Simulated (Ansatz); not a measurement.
System: Cl, space group Fd-3m (No. 227) (one of a set of cubic test structures, which need not be the stable phase).

Input of one of the runs behind the figure:
```
crystal:
  lattice:
    - [0.0, 3.210237615626, 3.210237615626]
    - [3.210237615626, 0.0, 3.210237615626]
    - [3.210237615626, 3.210237615626, 0.0]
  atoms:
    - { symbol: Cl, position: [0, 0, 0] }
    - { symbol: Cl, position: [0.25, 0.25, 0.25] }
kpoints:
  mp_grid: { grid: [9, 9, 9] }
hamiltonian:
  xc: r2scan
  pseudopotentials: { kind: paw, source: ansatz }
scf:
  occupations: { method: fermi_dirac, width: 0.1 }
  convergence: { dr2_threshold: "1e-9 eV" }
  max_iter: 300
output:
  forces: true
  stress: true
basis:
  xc_grid: 2
```

Command:
```bash
ansatz run input.yaml --threads 1
```

Method: equation of state of a cubic crystal from periodic Kohn-Sham density functional theory without spin, third-order Birch-Murnaghan fit to the free energies; pressure corrected for the finite basis (Ansatz 0.2.0 development build). Level: r2SCAN.

| setting | value |
| --- | --- |
| structure type | diamond |
| atoms in cell | 2 |
| space group number | 227 |
| lattice centring | face-centred primitive |
| k mesh | 9×9×9 |
| occupation method | Fermi–Dirac |
| occupation width | 0.1 eV |
| wave cutoff | 660 eV |
| datasets | hand-made PAW |
| density tolerance | 1e−09 eV |
| bands | 11 |
| density cutoff ratio | 4 |
| search for lower states | default |
| xc grid level | 2 |

Describe the result: the energy above the lowest point and pressure against volume. The volume takes the values 31.06, 32.07, 33.08, 34.10, 35.11 Å³/atom.

A third-order Birch–Murnaghan fit gives V0 = 33.36 Å³/atom, B0 = 18.8 GPa and B′ = 5.0. The energy above the lowest point is 10.6 meV/atom at volume 31.06 Å³/atom and 4.7 meV/atom at 35.11 Å³/atom; the lowest computed point is at volume 33.08 Å³/atom (0.0 meV/atom), and no other minimum shows among the points. The pressure falls from 1.607 GPa at volume 31.06 Å³/atom to −0.850 GPa at 35.11 Å³/atom, and changes sign near 33.4 Å³/atom.

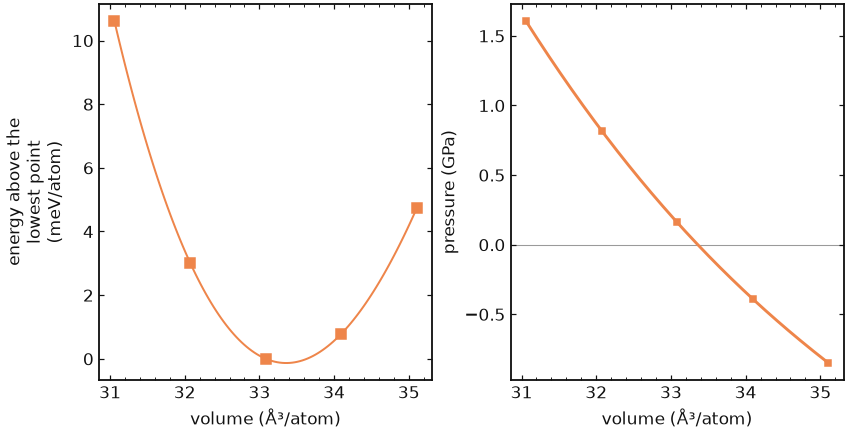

Keep in mind: cubic model structure, not the ambient form; no spin polarisation, a magnetic state may lie lower.
